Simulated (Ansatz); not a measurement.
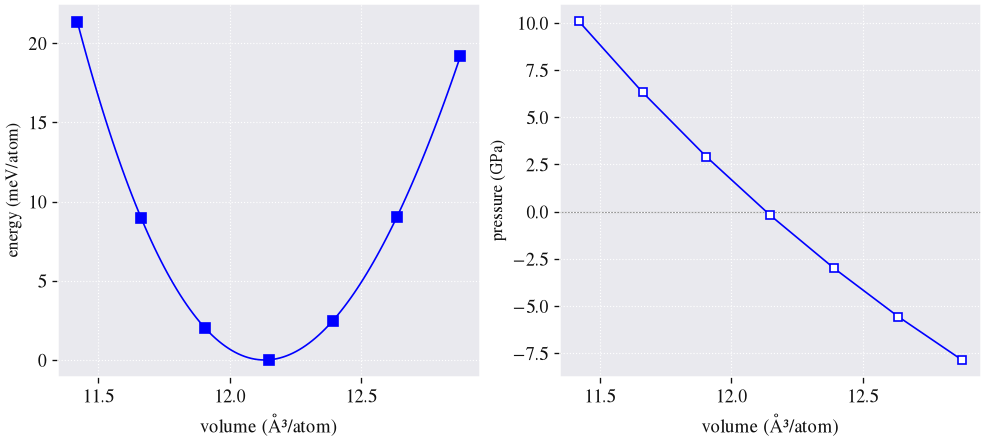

The figure shows the energy and pressure against volume for BP, space group F-43m (No. 216).

Cell as given: a = 3.251 Å, b = 3.251 Å, c = 3.251 Å, α = 60.00°, β = 60.00°, γ = 60.00°; 2 atoms.

How it was computed, with Ansatz 0.2.0: plane-wave DFT, collinear spins; energies at scaled volumes of the given cell, shape and fractions fixed, counted from the fit's minimum, third-order Birch-Murnaghan fit. Level: BLYP, collinear spin.

k mesh 10×10×10; occupations tetrahedron; potentials Ansatz PAW; wave cutoff 420 eV; density cutoff 1680 eV.

The numbers behind the figure:

```csv
volume (Å³/atom),energy (meV/atom),pressure (GPa)
11.42,21.36,10.09
11.66,8.96,6.32
11.91,2.02,2.90
12.15,0.01,-0.20
12.39,2.47,-3.01
12.63,9.00,-5.56
12.88,19.20,-7.86
```

Limits of the calculation: the functional was run on potentials made for another functional.
